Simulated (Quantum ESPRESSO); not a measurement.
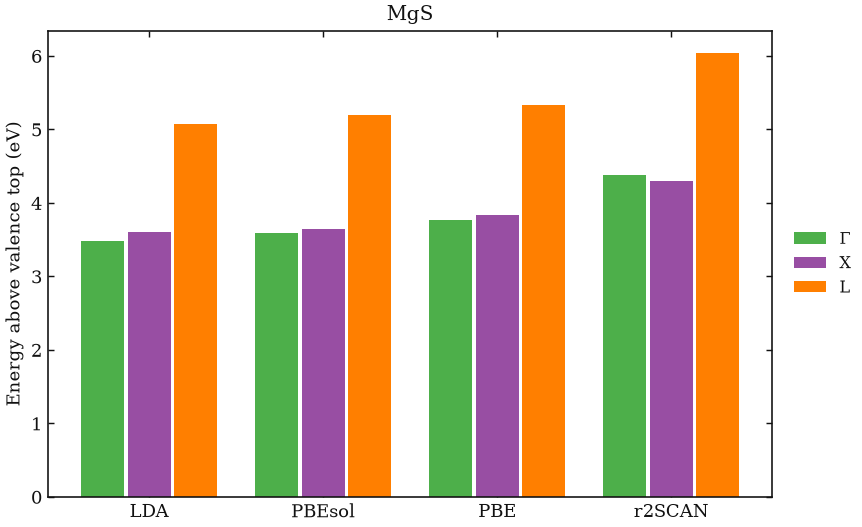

Lowest conduction level at each named k point, counted from the valence-band top at Γ, by several methods on one cell of zincblende MgS, space group F-43m (No. 216), 2 atoms in the primitive cell; cubic a = 5.551 Å. All runs are without spin-orbit coupling and carry no moments. The cell is at 5 GPa in PBE.

Does r2SCAN shift these levels rigidly from PBE?

The shifts are +0.61 eV at Γ, +0.46 eV at X and +0.71 eV at L: a spread of 0.25 eV on a mean of 0.59 eV, so one shift doesn't describe them.

How do the methods rank at Γ?

From low to high: LDA 3.48, PBEsol 3.59, PBE 3.77, r2SCAN 4.38 eV.

| method | program | Γ (eV) | X (eV) | L (eV) |
| --- | --- | --- | --- | --- |
| LDA | Quantum ESPRESSO | 3.48 | 3.60 | 5.07 |
| PBEsol | Quantum ESPRESSO | 3.59 | 3.65 | 5.20 |
| PBE | Quantum ESPRESSO | 3.77 | 3.84 | 5.33 |
| r2SCAN | Quantum ESPRESSO | 4.38 | 4.30 | 6.04 |

Settings. LDA: GBRV 1.5 LDA, 8×8×8 k mesh, 612 eV cutoff, Fermi-Dirac smearing of 0.05 eV (Quantum ESPRESSO 7.5). PBEsol: GBRV 1.5 PBEsol, 8×8×8 k mesh, 612 eV cutoff, Fermi-Dirac smearing of 0.05 eV (Quantum ESPRESSO 7.5). PBE: SSSP 1.3 efficiency PBE, 8×8×8 k mesh, 748 eV cutoff, Fermi-Dirac smearing of 0.05 eV (Quantum ESPRESSO 7.5). r2SCAN: SG15 PBE 1.2, 6×6×6 k mesh, 952 eV cutoff, Fermi-Dirac smearing of 0.05 eV (Quantum ESPRESSO 7.5).

These are four of the 5 methods that were run on this cell. LDA, GGA and most meta-GGA functionals understate gaps. The usual form of MgS is rocksalt. r2SCAN: the potentials were made for another functional.
